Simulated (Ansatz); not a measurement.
TiO2 (space group I4_1/amd, No. 141). Coordinates: coordinates from a relaxation with Ansatz 0.2.0, DFT, LDA, plane waves, PAW.

```cif
data_structure
_symmetry_space_group_name_H-M 'I4_1/amd:1'
_symmetry_Int_Tables_number 141
_cell_length_a 3.7391
_cell_length_b 3.7391
_cell_length_c 9.4572
_cell_angle_alpha 90.000
_cell_angle_beta 90.000
_cell_angle_gamma 90.000
_cell_volume 132.22
loop_
_atom_site_label
_atom_site_type_symbol
_atom_site_symmetry_multiplicity
_atom_site_Wyckoff_symbol
_atom_site_fract_x
_atom_site_fract_y
_atom_site_fract_z
_atom_site_occupancy
Ti1 Ti 4 a 0.00000 0.00000 0.00000 1
O1 O 8 e 0.00000 0.00000 0.20795 1
```

Describe how the polyhedra about Ti are linked (bonds: O–Ti below 2.2 Å).

Ti: TiO6 octahedron, sharing edges with four neighbours and corners with four neighbours.

They form a three-dimensional framework of corner- and edge-sharing octahedra.

Centre to centre across a shared edge: 3.01 Å; across a shared corner: 3.74 Å.

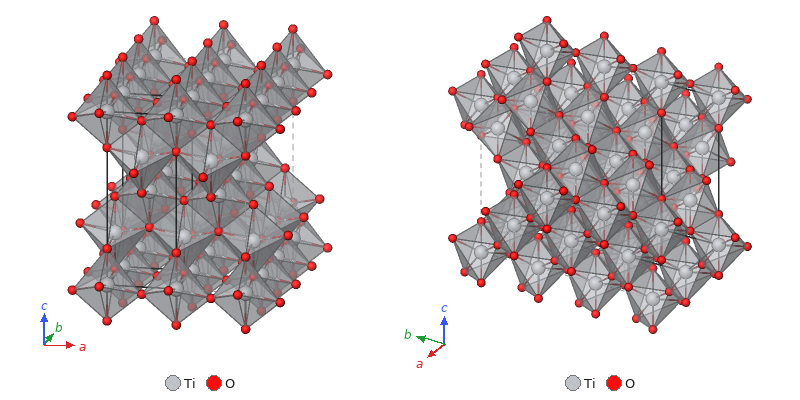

Polyhedra are drawn about Ti (bonds: O–Ti below 2.2 Å); other atoms are plain spheres. Two views of the same piece.
